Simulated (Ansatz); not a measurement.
The Ansatz input:

```
crystal:
  lattice:
    - [0.0, 2.6853092055, 2.6853092055]
    - [2.6853092055, 0.0, 2.6853092055]
    - [2.6853092055, 2.6853092055, 0.0]
  atoms:
    - { symbol: Be, position: [0.0, 0.0, 0.0] }
    - { symbol: Se, position: [0.25, 0.25, 0.25] }
kpoints:
  mp_grid: { grid: [8, 8, 8] }
  band_path:
    path:
      - [0.0, 0.0, 0.0]
      - [-0.5, -0.5, 0.0]
      - [-0.375, -0.375, 0.25]
      - [-0.375, 0.0, 0.375]
      - [0.0, 0.0, 0.5]
      - [-0.5, -0.25, 0.25]
    npoints: 1
hamiltonian:
  xc: r2scan
scf:
  occupations: { method: fixed }
  n_extra_bands: 4
output:
  forces: true
  stress: true
  eigenvalues: true
```

Run as:
```bash
ansatz run input.yaml --threads 4 --pin off --max-ram 3686MiB --backend cpu --events-out ev --progress --plain --runs-dir out
```

What will the density of states look like?

There is a gap; over the k points computed it is 3.34 eV (indirect; the smallest direct gap is 4.14 eV). The upper group of valence states starts about 5.1 eV under the valence-band top (which lies at −1.7 eV on this axis), with a gap beneath it; it holds about 6 electrons a cell.

The cell is at −8 GPa in this functional.

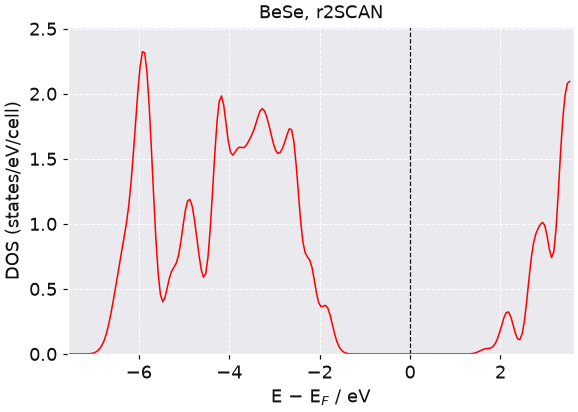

Density of states. Energies are counted from the Fermi level, put mid-gap where there is a gap. The curve is built from the levels of the k mesh with Gaussians 0.3 eV wide, which also blur the band edges.
